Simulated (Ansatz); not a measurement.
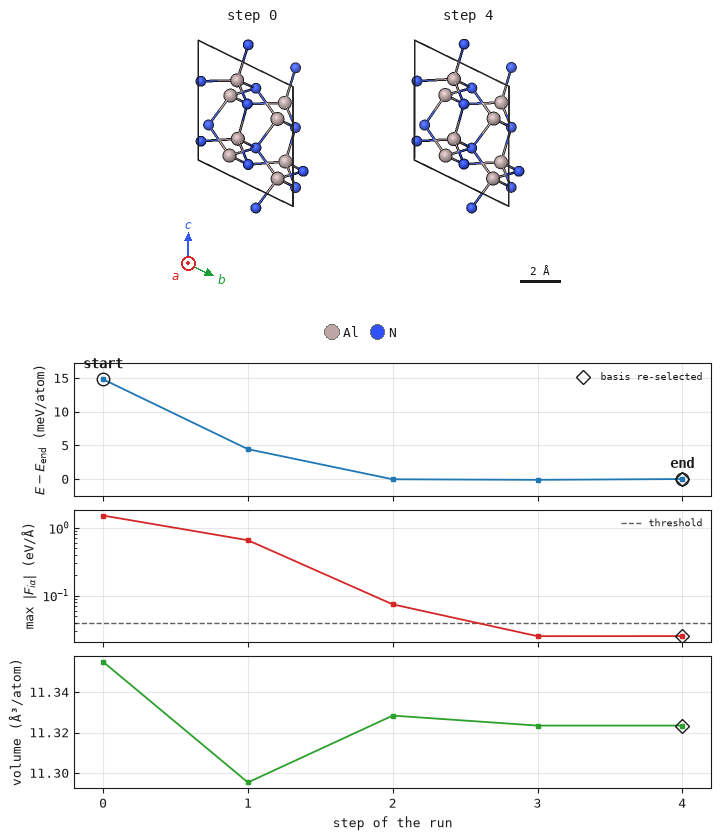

First and last geometry of a relaxation of solid Al₈N₇ (a generated structure, set up in P1) (coarse preliminary run), with the history of the run. Style: ball-and-stick. Shown: the cell of the calculation, along the a axis.

Case: 1 of 8 N atoms taken out at random.

The calculation used DFT PBE, scalar-relativistic, plane waves, PAW in Ansatz 0.2.0.

Input file:
```yaml
crystal:
  lattice:
    - [3.130233703, 0.0, -5.0180132442]
    - [3.130233703, 0.0, 5.0180132442]
    - [-3.130233703, -5.4217238131, 0.0]
  atoms:
    - { symbol: Al, position: [0.3327462227, 0.3281580293, 0.1645782796] }
    - { symbol: Al, position: [0.8418524493, 0.8377030355, 0.1690196395] }
    - { symbol: Al, position: [0.3331308416, 0.3380319938, 0.6694108458] }
    - { symbol: Al, position: [0.8362210361, 0.8348935312, 0.6668189222] }
    - { symbol: Al, position: [0.9147507565, 0.4165014083, 0.3392280562] }
    - { symbol: Al, position: [0.426566945, 0.9200838217, 0.3435351342] }
    - { symbol: Al, position: [0.9164355074, 0.4100172604, 0.8248139944] }
    - { symbol: Al, position: [0.4164172885, 0.9132775322, 0.8317969751] }
    - { symbol: "N", position: [0.6481495393, 0.027409618, 0.1681751511] }
    - { symbol: "N", position: [0.1492537853, 0.5265274376, 0.1664897046] }
    - { symbol: "N", position: [0.6483640059, 0.0255199983, 0.6682825896] }
    - { symbol: "N", position: [0.14420814, 0.517405489, 0.6692582176] }
    - { symbol: "N", position: [0.7255599542, 0.6079849081, 0.3370229424] }
    - { symbol: "N", position: [0.2263580775, 0.107292926, 0.3347441236] }
    - { symbol: "N", position: [0.7220662976, 0.6071900914, 0.8346890418] }
  symmetry: { detect: false }
basis:
  ecutwfc: 420
kpoints:
  mp_grid: { grid: [3, 3, 3], shift: [0.0, 0.0, 0.0] }
hamiltonian:
  xc: pbe
scf:
  occupations: { method: gaussian, width: 0.1 }
  lower_state_search: "off"
output:
  forces: true
  stress: true
  eigenvalues: true
relax:
  adjacent_minimum: "off"
  f_tol: 0.04
  max_steps: 50
  cell: { stress_tol: 0.3 }
```

Launched with:
```bash
ansatz run input.yaml --threads 4 --pin off --max-ram 9216MiB --backend cpu --events-out ev --progress --plain --runs-dir out
```

What do the curves and the structures tell?

It converged. After 3 accepted moves (4 points after the start) the energy has fallen by 14.8 meV per atom. The largest force component goes from 1.5 to 0.025 eV/Å. The pressure goes from 0.51 to −0.03 GPa. The SCF was repeated once at an unchanged geometry on a basis and grid sized afresh for the cell, which shifted the energy by 0.1 meV per atom at most. The largest moves relative to the cell, 0.066 Å, are those of Al3 and Al7. Al3 goes roughly along −b. Largest moves by element: Al 0.066 Å, N 0.038 Å. The volume changes by −0.3 %, with a 5.914 → 5.899 Å (−0.3 %), b 5.914 → 5.901 Å (−0.2 %), c 6.260 → 6.269 Å (+0.1 %). Some distances before and after: Al3–N12 1.848 → 1.927 Å, Al5–N10 1.972 → 1.898 Å, Al6–N11 1.855 → 1.907 Å, Al7–N15 1.966 → 1.916 Å. Bond angles that change, for instance: Al5–N12–Al7 108.5° → 111.5°, N12–Al3–N15 109.4° → 106.7°, Al3–N12–Al7 109.8° → 107.2°. The space group (tolerance 0.01 Å) goes from P1 (No. 1) to Cm (No. 8).
